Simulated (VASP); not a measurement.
System: Ni.

```yaml
crystal:
  lattice:
    - [4.02111, 0.00000, 0.00000]
    - [-2.01056, 3.48238, 0.00000]
    - [0.00000, 0.00000, 2.42020]
  atoms:
    - { symbol: Ni, position: [0.00000, 0.00000, 0.00000] }
    - { symbol: Ni, position: [0.33333, 0.66667, 0.50000] }
    - { symbol: Ni, position: [0.66667, 0.33333, 0.50000] }
```

Space group P6/mmm; a generated structure, not necessarily the stable one.

Theory: Kohn-Sham DFT of a periodic cell, revPBE, VASP PAW PBE potentials, recommended (VASP).

> Predict the valence pseudo-density and electron localisation function between the atoms.

Ni–Ni (2.32 Å): ρ is about 0.4 e/Å³ halfway; the ELF is about 0.30 at the midpoint (no shared electron pair shows on this line).

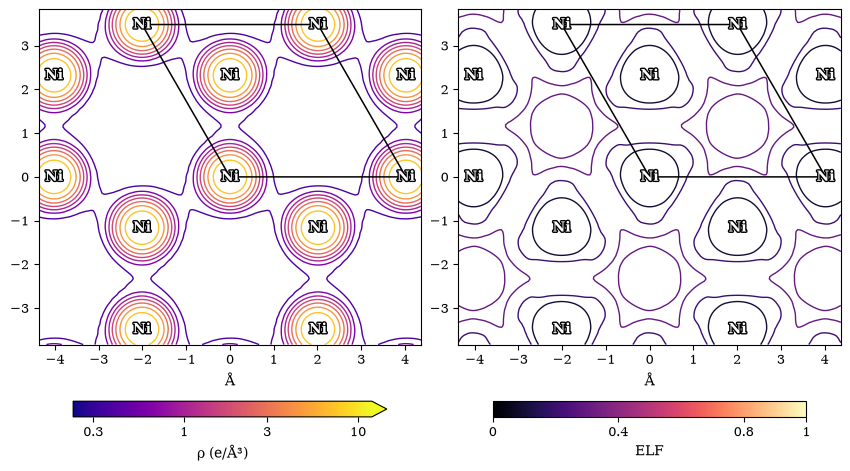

Computed valence pseudo-density and electron localisation function on the (001) plane of the conventional cell, in this order. 

In a PAW calculation such maps are meaningful between the atoms, not at the nuclei.
